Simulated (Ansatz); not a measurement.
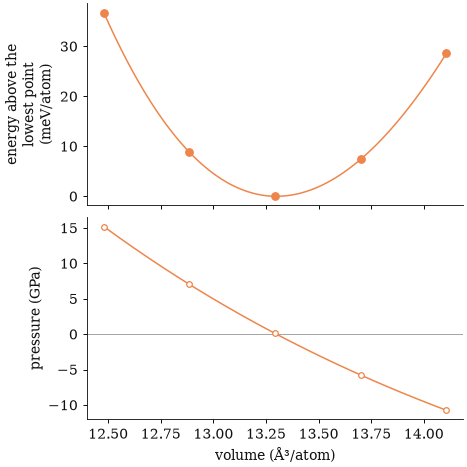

Plotted: energy above the lowest point and pressure against volume for CeO₂, space group Fm-3m (No. 225) (one of a set of cubic test structures, which need not be the stable phase).

Calculation (Ansatz 0.2.0 development build): equation of state of a cubic crystal from periodic Kohn-Sham density functional theory without spin, third-order Birch-Murnaghan fit to the free energies; pressure corrected for the finite basis. Level: HSE06.

structure type fluorite; atoms in cell 3; space group number 225; lattice centring face-centred primitive; k mesh 4×4×4; occupation method Fermi–Dirac; occupation width 0.05 eV; wave cutoff 1380 eV; datasets JTH PAW; density tolerance 0 eV; bands 16; density cutoff ratio 4; search for lower states default; exchange singularity regularized; xc grid level 2.

**What equilibrium volume and bulk modulus follow from the curve?**

A third-order Birch–Murnaghan fit gives V0 = 13.30 Å³/atom, B0 = 208 GPa and B′ = 4.4.

**What does the pressure do across the range?**

It falls from 15.2 GPa at volume 12.48 Å³/atom to −10.7 GPa at 14.11 Å³/atom, and changes sign near 13.30 Å³/atom.

Caveats: modest k-mesh, values are not fully converged in k; pseudopotentials made with PBE, not this functional.
